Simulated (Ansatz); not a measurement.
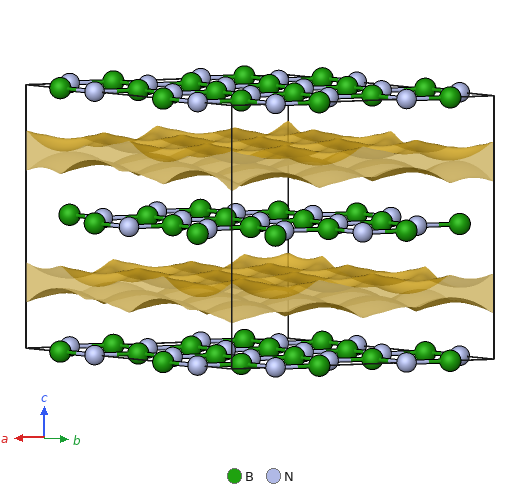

The yellow surface encloses the points that the centre of a probe sphere of radius 0.10 Å can occupy in B₂₄N₂₃ in space group P-62m, computed on a grid of about 0.15 Å (1×1×1 cells shown, view from a free direction; pale faces close the region where the box cuts it).

Atoms are hard spheres with van der Waals radii (Alvarez): B 1.91 Å, N 1.66 Å.

Source of the atomic positions: coordinates from a relaxation in a fixed cell with DFT PBE, scalar-relativistic, plane waves, PAW in Ansatz.

```yaml
crystal:
  lattice:
    - [8.70230, 0.00000, 0.00000]
    - [-4.35115, 7.53641, 0.00000]
    - [0.00000, 0.00000, 8.36122]
  atoms:
    - { symbol: B, position: [0.00000, 0.16673, 0.00000] }
    - { symbol: B, position: [0.50003, 0.16669, 0.00000] }
    - { symbol: B, position: [0.33340, 0.33340, 0.00000] }
    - { symbol: B, position: [0.16669, 0.50003, 0.00000] }
    - { symbol: B, position: [0.00000, 0.66660, 0.00000] }
    - { symbol: B, position: [0.83331, 0.33334, 0.00000] }
    - { symbol: B, position: [0.66666, 0.49997, 0.00000] }
    - { symbol: B, position: [0.49997, 0.66666, 0.00000] }
    - { symbol: B, position: [0.33334, 0.83331, 0.00000] }
    - { symbol: B, position: [0.16673, 0.00000, 0.00000] }
    - { symbol: B, position: [0.83327, 0.83327, 0.00000] }
    - { symbol: B, position: [0.66660, 0.00000, 0.00000] }
    - { symbol: B, position: [0.83372, 0.00000, 0.50000] }
    - { symbol: B, position: [0.33421, 0.00000, 0.50000] }
    - { symbol: B, position: [0.16628, 0.16628, 0.50000] }
    - { symbol: B, position: [0.00000, 0.33421, 0.50000] }
    - { symbol: B, position: [0.83371, 0.50071, 0.50000] }
    - { symbol: B, position: [0.66701, 0.16629, 0.50000] }
    - { symbol: B, position: [0.49929, 0.33299, 0.50000] }
    - { symbol: B, position: [0.33299, 0.49929, 0.50000] }
    - { symbol: B, position: [0.16629, 0.66701, 0.50000] }
    - { symbol: B, position: [0.00000, 0.83372, 0.50000] }
    - { symbol: B, position: [0.66579, 0.66579, 0.50000] }
    - { symbol: B, position: [0.50071, 0.83371, 0.50000] }
    - { symbol: N, position: [0.83334, 0.00000, 0.00000] }
    - { symbol: N, position: [0.33335, 0.00000, 0.00000] }
    - { symbol: N, position: [0.16666, 0.16666, 0.00000] }
    - { symbol: N, position: [0.00000, 0.33335, 0.00000] }
    - { symbol: N, position: [0.83333, 0.50001, 0.00000] }
    - { symbol: N, position: [0.66667, 0.16667, 0.00000] }
    - { symbol: N, position: [0.49999, 0.33333, 0.00000] }
    - { symbol: N, position: [0.33333, 0.49999, 0.00000] }
    - { symbol: N, position: [0.16667, 0.66667, 0.00000] }
    - { symbol: N, position: [0.00000, 0.83334, 0.00000] }
    - { symbol: N, position: [0.66665, 0.66665, 0.00000] }
    - { symbol: N, position: [0.50001, 0.83333, 0.00000] }
    - { symbol: N, position: [0.50031, 0.00000, 0.50000] }
    - { symbol: N, position: [0.32884, 0.16400, 0.50000] }
    - { symbol: N, position: [0.16400, 0.32884, 0.50000] }
    - { symbol: N, position: [0.00000, 0.50031, 0.50000] }
    - { symbol: N, position: [0.83600, 0.16484, 0.50000] }
    - { symbol: N, position: [0.66667, 0.33333, 0.50000] }
    - { symbol: N, position: [0.49969, 0.49969, 0.50000] }
    - { symbol: N, position: [0.33333, 0.66667, 0.50000] }
    - { symbol: N, position: [0.16484, 0.83600, 0.50000] }
    - { symbol: N, position: [0.83516, 0.67116, 0.50000] }
    - { symbol: N, position: [0.67116, 0.83516, 0.50000] }
```

Q: Do these regions connect?

A: Where they connect, they form a two-dimensional network in layers parallel to (001).

Q: What share of the cell can the probe's centre reach?

A: About 14 % of the volume (79 Å³ of 548.4 Å³).

Q: Give the largest included and the largest free sphere.

A: The largest sphere that fits anywhere has a diameter of 1.27 Å; the largest that can travel through the crystal, about 0.8 Å.

Q: How does the connectivity change as the probe shrinks?

A: Below a radius of about 0.40 Å the space forms a two-dimensional network in layers parallel to (001). These are grid estimates, good to about 0.05 Å.
